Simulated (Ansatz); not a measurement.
```
C
1.0
     2.58898   -0.00001    0.00000
     1.29450    2.13535    0.00000
     0.00000    0.00000   26.00154
C
2
Cartesian
  0.6432 0.3570 13.0008
  1.9377 1.0621 13.0008
```

Changed on purpose from its base cell (strain along x +0.050, atoms relaxed).

These are results of DFT PBE+D3(BJ), scalar-relativistic, plane waves, PAW in Ansatz, not measurements.

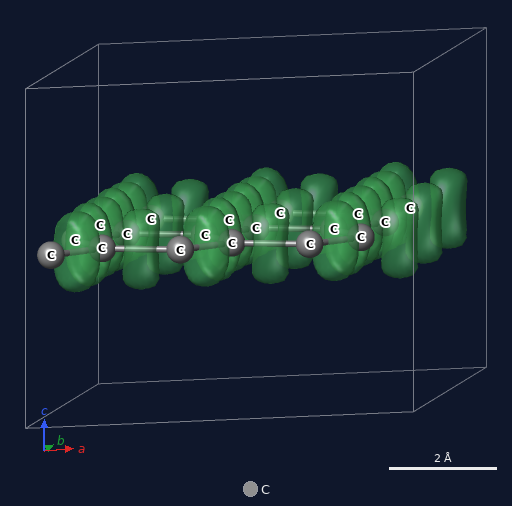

C (slab). Isosurface of the electron localisation function at 0.75 (green), seen slightly off an axis. Core shells and regions of very low density are left out. Sticks mark near contacts.

In a PAW calculation such maps are meaningful between the atoms, not at the nuclei.

Identify the bonds, lone pairs and shells in this picture.

Answer. The ELF exceeds this value in three regions between bonded C–C atoms (shared pairs), counted in one cell of 2 atoms. Counts are for one cell; the picture repeats the cell along the surface. Profiles from the grid: C–C (1.43 Å): the ELF peaks at about 0.95 between the atoms, as expected for localised, covalent bonding. C–C (1.47 Å): the ELF peaks at about 0.95 between the atoms (a covalent bond).

Does the calculation give a band gap?

Answer. It is gapped, with a Kohn–Sham gap of 0.53 eV on the k-point mesh (the band edges may lie off the mesh, which would make the gap smaller).
